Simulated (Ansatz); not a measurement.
**What a change does: single-point calculation on CoO**

System: CoO (2 atoms in the cell).
Method of run A: DFT PBE, scalar-relativistic, plane waves, PAW, spin-polarised (Ansatz 0.2.0).

The structure derives from an entry of the Crystallography Open Database. Text and figures count atoms from 1; the logs count them from 0 in places.

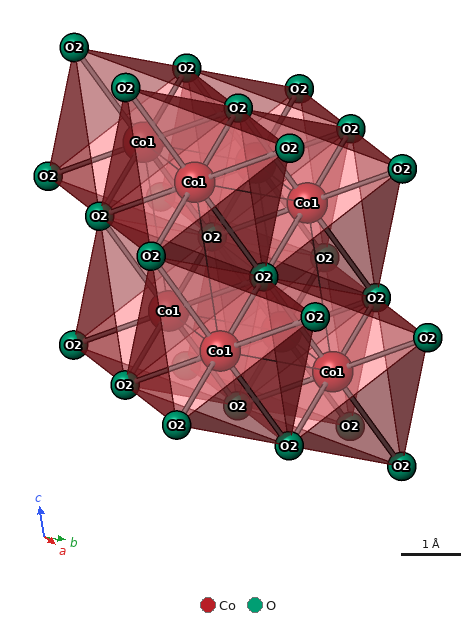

The input geometry (polyhedral view of the reduced cell, seen slightly off an axis; polyhedra are completed across the faces of the cell; atoms are numbered from 1 in the order of the input). An atom can appear more than once, as a periodic image.

**The input, run A**
```yaml
crystal:
  lattice:
    - [3.0160003058, 0.0, 0.0]
    - [0.0, 3.0160003058, 0.0]
    - [1.5080001529, -1.5080001529, 2.1072499549]
  atoms:
    - { symbol: Co, position: [0.0, 0.0, 0.0], spin: 2.73 }
    - { symbol: O, position: [0.5, 0.5, 0.0], spin: 0.35 }
basis:
  ecutwfc: 420
kpoints:
  mp_grid: { grid: [11, 11, 16] }
hamiltonian:
  xc: pbe
scf:
  occupations: { method: gaussian, width: 0.1 }
output:
  forces: true
  stress: true
  eigenvalues: true
  populations: true
magnetization:
  spin_polarized: true
```

Command:
```bash
ansatz run input.yaml --threads 2 --pin off --max-ram 5120MiB --backend cpu --events-out ev --progress --plain --runs-dir out
```

Hardware: 2 threads of Intel Xeon @ 2.50GHz (Skylake/Cascade Lake), 32 GiB of memory available, shared host.

**Output, shortened to warnings, some set-up lines, iterations and results (run A)**
```
Warning: crystal.symmetry: narrowed to the stabiliser of the k-point mesh — unitary ops 16 → 4; excluded 12 operations that carry a point of the 11×11×16 mesh (shift [0, 0, 0]) off the mesh (the run samples exactly the mesh kpoints.mp_grid names, as under crystal.symmetry.detect: false, and its converged state has the mesh's symmetry, not the crystal's; ε∞, the Born charges and the force …
Basis set: ecut = 420 eV, 339 PW (Γ), exchange–correlation on 48×48×48 points (8 copies of the dense FFT grid, shifted against one another)
Symmetry: 4 space group operations
k-points: 534 of 1936
Initial density: superposition of atomic densities (chi_scale 0.1, normalization cell, long waves kept (reshape's long-wave potential 0.00 eV rms))
[...]
SCF iter   1: F=—  HF=-5691.029426 eV  |F-HF|=—  |Δ(HF+E_count)|=         —  Δρ=1.80e-1 (↑7.89e-2 ↓1.80e-1)  dr2=8.24e0  dr2_m=9.37e-1  M=2.010 μB ∫|m|=2.010 μB  β_m=0.30  …
SCF iter   2: F=—  HF=-5690.926421 eV  |F-HF|=—  |Δ(HF+E_count)|=   1.03e-1  Δρ=7.12e-2 (↑3.49e-2 ↓7.12e-2)  dr2=1.56e0  dr2_m=1.67e-1  M=2.254 μB ∫|m|=2.255 μB  β_m=0.39  …
SCF iter   3: F=—  HF=-5691.339843 eV  |F-HF|=—  |Δ(HF+E_count)|=   4.13e-1  Δρ=3.90e-2 (↑2.80e-2 ↓3.90e-2)  dr2=1.05e-1  dr2_m=1.33e-1  M=2.669 μB ∫|m|=2.673 μB  β_m=0.49  …
SCF iter   4: F=—  HF=-5691.804026 eV  |F-HF|=—  |Δ(HF+E_count)|=   4.64e-1  Δρ=5.00e-2 (↑1.99e-2 ↓5.00e-2)  dr2=2.12e-1  dr2_m=1.63e-1  M=2.839 μB ∫|m|=2.847 μB  β_m=0.75  …
SCF iter   5: F=—  HF=-5692.070915 eV  |F-HF|=—  |Δ(HF+E_count)|=   2.67e-1  Δρ=2.06e-2 (↑2.06e-2 ↓1.73e-2)  dr2=7.77e-2  dr2_m=4.33e-2  M=2.940 μB ∫|m|=2.952 μB  β_m=0.72  …
[... 5 lines ...]
SCF iter  11: F=—  HF=-5692.109603 eV  |F-HF|=—  |Δ(HF+E_count)|=   1.82e-6  Δρ=7.64e-5 (↑4.28e-5 ↓7.64e-5)  dr2=8.12e-7  dr2_m=4.11e-7  M=2.918 μB ∫|m|=2.934 μB  β_m=0.93  …
SCF iter  12: F=—  HF=-5692.109603 eV  |F-HF|=—  |Δ(HF+E_count)|=   1.44e-8  Δρ=2.46e-5 (↑6.93e-6 ↓2.46e-5)  dr2=1.09e-7  dr2_m=1.66e-8  M=2.918 μB ∫|m|=2.934 μB  β_m=0.90  …
SCF iter  13: F=—  HF=-5692.109603 eV  |F-HF|=—  |Δ(HF+E_count)|=   1.61e-8  Δρ=4.73e-6 (↑8.52e-7 ↓4.73e-6)  dr2=1.57e-9  dr2_m=9.69e-10  M=2.918 μB ∫|m|=2.934 μB  β_m=0.95  …
SCF iter  14: F=-5692.109603 eV  HF=-5692.109603 eV  |F-HF|=1.46e-9  |Δ(HF+E_count)|=   1.61e-9  Δρ=3.69e-6 (↑2.77e-6 ↓3.69e-6)  dr2=2.33e-9  dr2_m=5.75e-10  M=2.918 μB …
SCF 1 converged in 14 iterations: F = -5692.109603 eV  dr2 = 2.33e-9
SCF converged after 14 iterations
Magnetization: 2.9184 μB (12.9592 up, 10.0408 down)
Absolute magnetization: 2.9338 μB (∫|ρ↑−ρ↓|, with the PAW one-centre terms)
Spin contamination: 0.0081 ħ² per cell (⟨S²⟩ above its minimum at these occupations)
Per-site moments (μB) at R_I (Å): [(2.4771692510820387, 0.8692406063962499), (0.31727231372783826, 0.8692406063962499)]
Free energy (F): -5692.109603 eV
Harris-Foulkes:  -5692.109603 eV  (|F-HF|=1.46e-9)
Internal energy: -5692.088660 eV  (E = F + TS)
E sigma→0 (E₀):  -5692.099131 eV
Entropy (-TS):   -0.020943 eV (-10.471 meV/atom)
Fermi energy:    14.058287 eV
--- Per-component energies (eV) ---
  E_band       = -302.041100
  E_kinetic    = 617.791629
  E_local      = -3421.697817  (includes V_loc(G=0)·N_el)
  E_nonlocal   = 514.255168
  E_hartree    = 1405.247882
  E_xc         = -228.713295
  E_vxc        = -293.938349  (∫ρ·V_xc dr)
  E_paw        = -1676.984562  (= ΣΔE_a)
  E_vpaw       = -528.952315  (= ΣTr[D̂ρ^β])
  E_aug_tail   = 0.002475  (compensation charges beyond the density's cutoff)
  E_ewald      = -2901.990140
  E_smearing   = -0.020943  (= −TS)
  E_closure    = 0.000000  (closes the sum)
  Σ components = -5692.109603   (vs F -5692.109603, Δ=0.00e0)
--- Forces (eV/Å), atoms counted from 1 ---
  atom   1  Co    -0.00000000    -0.00000000     0.00000000
  atom   2  O      0.00000000     0.00000000     0.00000000
  max |Σ_I F_I| component: 1.50e-29 eV/Å
--- Stress (GPa, compression-positive) ---
       -0.098962       0.014921       0.000089
        0.014921      -0.098962      -0.000089
        0.000075      -0.000075       0.014398
  P = ⅓ Tr σ = -0.0612 GPa (-0.612 kbar)
--- Löwdin populations: 2 sites ---
  site symbol       q [e]    m [muB]
     0     Co     15.9075     2.5218
     1      O      6.9715     0.4011
  spilling = 0.005261 (of n_electrons = 23.000000)
```

For run B the input was changed thus:
```diff
-  ecutwfc: 420
+  ecutrho_ratio: 8
+  mixing: { preconditioner: none }
-  populations: true
+accuracy: high
```

What does this change do to the results?

The energy doesn't change within 0.01 meV per atom. The SCF takes 15 iterations against 14.

**Output, shortened to warnings, some set-up lines, iterations and results (run B)**
```
Warning: crystal.symmetry: narrowed to the stabiliser of the k-point mesh — unitary ops 16 → 4; excluded 12 operations that carry a point of the 11×11×16 mesh (shift [0, 0, 0]) off the mesh (the run samples exactly the mesh kpoints.mp_grid names, as under crystal.symmetry.detect: false, and its converged state has the mesh's symmetry, not the crystal's; ε∞, the Born charges and the force …
Basis set: ecut = 420 eV, 339 PW (Γ), exchange–correlation on 72×72×72 points (8 copies of the dense FFT grid, shifted against one another)
Symmetry: 4 space group operations
k-points: 534 of 1936
Initial density: superposition of atomic densities (chi_scale 0.1, normalization cell, long waves kept (reshape's long-wave potential 0.00 eV rms))
[...]
SCF iter   1: F=—  HF=-5691.029546 eV  |F-HF|=—  |Δ(HF+E_count)|=         —  Δρ=1.80e-1 (↑7.89e-2 ↓1.80e-1)  dr2=8.24e0  dr2_m=9.37e-1  M=2.010 μB ∫|m|=2.010 μB  β_m=0.30  …
SCF iter   2: F=—  HF=-5690.556723 eV  |F-HF|=—  |Δ(HF+E_count)|=   4.73e-1  Δρ=6.62e-2 (↑2.22e-2 ↓6.62e-2)  dr2=3.74e-1  dr2_m=1.67e-1  M=2.817 μB ∫|m|=2.821 μB  β_m=0.27  …
SCF iter   3: F=—  HF=-5690.938146 eV  |F-HF|=—  |Δ(HF+E_count)|=   3.81e-1  Δρ=3.53e-2 (↑2.04e-2 ↓3.53e-2)  dr2=5.59e-2  dr2_m=9.31e-2  M=2.784 μB ∫|m|=2.788 μB  β_m=0.64  …
SCF iter   4: F=—  HF=-5691.873116 eV  |F-HF|=—  |Δ(HF+E_count)|=   9.35e-1  Δρ=3.60e-2 (↑1.57e-2 ↓3.60e-2)  dr2=1.42e-1  dr2_m=8.40e-2  M=2.924 μB ∫|m|=2.934 μB  β_m=0.82  …
SCF iter   5: F=—  HF=-5692.108831 eV  |F-HF|=—  |Δ(HF+E_count)|=   2.36e-1  Δρ=7.69e-3 (↑3.54e-3 ↓7.69e-3)  dr2=6.19e-3  dr2_m=4.69e-3  M=2.919 μB ∫|m|=2.934 μB  β_m=0.88  …
[... 6 lines ...]
SCF iter  12: F=—  HF=-5692.109611 eV  |F-HF|=—  |Δ(HF+E_count)|=   1.91e-8  Δρ=7.49e-6 (↑7.49e-6 ↓5.88e-6)  dr2=7.86e-9  dr2_m=5.68e-9  M=2.918 μB ∫|m|=2.934 μB  β_m=0.91  …
SCF iter  13: F=-5692.109611 eV  HF=-5692.109611 eV  |F-HF|=6.12e-10  |Δ(HF+E_count)|=   1.28e-9  Δρ=1.74e-6 (↑1.74e-6 ↓1.61e-6)  dr2=7.69e-10  dr2_m=2.84e-10  M=2.918 μB …
SCF iter  14: F=—  HF=-5692.109611 eV  |F-HF|=—  |Δ(HF+E_count)|=  1.33e-10  Δρ=4.03e-7 (↑1.82e-7 ↓4.03e-7)  dr2=1.57e-11  dr2_m=1.02e-11  M=2.918 μB ∫|m|=2.934 μB  β_m=0.98  …
SCF iter  15: F=-5692.109611 eV  HF=-5692.109611 eV  |F-HF|=0.00e0  |Δ(HF+E_count)|=  1.00e-11  Δρ=2.86e-7 (↑4.32e-8 ↓2.86e-7)  dr2=3.48e-12  dr2_m=3.71e-12  M=2.918 μB …
SCF 1 converged in 15 iterations: F = -5692.109611 eV  dr2 = 3.48e-12
SCF converged after 15 iterations
Magnetization: 2.9184 μB (12.9592 up, 10.0408 down)
Absolute magnetization: 2.9339 μB (∫|ρ↑−ρ↓|, with the PAW one-centre terms)
Spin contamination: 0.0081 ħ² per cell (⟨S²⟩ above its minimum at these occupations)
Per-site moments (μB) at R_I (Å): [(2.477142384914853, 0.8692406063962499), (0.3172478525238422, 0.8692406063962499)]
Free energy (F): -5692.109611 eV
Harris-Foulkes:  -5692.109611 eV  (|F-HF|=0.00e0)
Internal energy: -5692.088668 eV  (E = F + TS)
E sigma→0 (E₀):  -5692.099139 eV
Entropy (-TS):   -0.020943 eV (-10.472 meV/atom)
Fermi energy:    14.058245 eV
--- Per-component energies (eV) ---
  E_band       = -302.042030
  E_kinetic    = 617.791755
  E_local      = -3421.697292  (includes V_loc(G=0)·N_el)
  E_nonlocal   = 514.255689
  E_hartree    = 1405.249208
  E_xc         = -228.713275
  E_vxc        = -293.938281  (∫ρ·V_xc dr)
  E_paw        = -1676.984749  (= ΣΔE_a)
  E_vpaw       = -528.952460  (= ΣTr[D̂ρ^β])
  E_aug_tail   = 0.000136  (compensation charges beyond the density's cutoff)
  E_ewald      = -2901.990140
  E_smearing   = -0.020943  (= −TS)
  E_closure    = -0.000000  (closes the sum)
  Σ components = -5692.109611   (vs F -5692.109611, Δ=0.00e0)
--- Forces (eV/Å), atoms counted from 1 ---
  atom   1  Co    -0.00000000    -0.00000000     0.00000000
  atom   2  O      0.00000000     0.00000000     0.00000000
  max |Σ_I F_I| component: 1.18e-29 eV/Å
--- Stress (GPa, compression-positive) ---
       -0.098943       0.015080      -0.000298
        0.015080      -0.098943       0.000298
       -0.000297       0.000297       0.014758
  P = ⅓ Tr σ = -0.0610 GPa (-0.610 kbar)
```

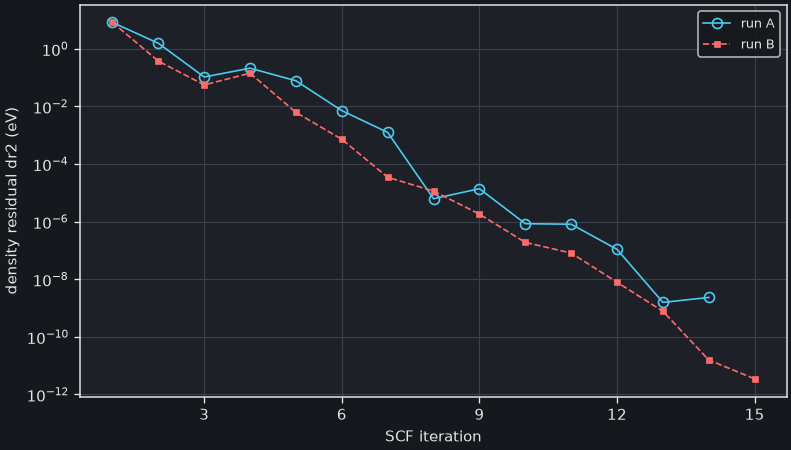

Convergence of the two runs: density residual dr2 against the SCF iteration. Run A takes 14 iterations in all, and run B takes 15.

**The two runs side by side**

| quantity | run A | run B |
| --- | --- | --- |
| outcome | converged | converged |
| free energy per atom (eV) | −2846.0548 | −2846.0548 |
| energy per atom, smearing taken to zero (eV) | −2846.0496 | −2846.0496 |
| gap on the mesh (eV) | 0.00 | 0.00 |
| net moment of the cell (μB) | 2.92 | 2.92 |
| absolute moment of the cell (μB) | 2.93 | 2.93 |
| pressure (GPa) | −0.06 | −0.06 |
| largest force (eV/Å) | 0.000 | 0.000 |
| SCF iterations | 14 | 15 |
| irreducible k-points | 534 | 534 |
| plane waves at Γ | 339 | 339 |
| wall time (shared host) | 25 s | 25 s |

For both runs: Warnings: the k-point mesh lowers the symmetry that the run can use.
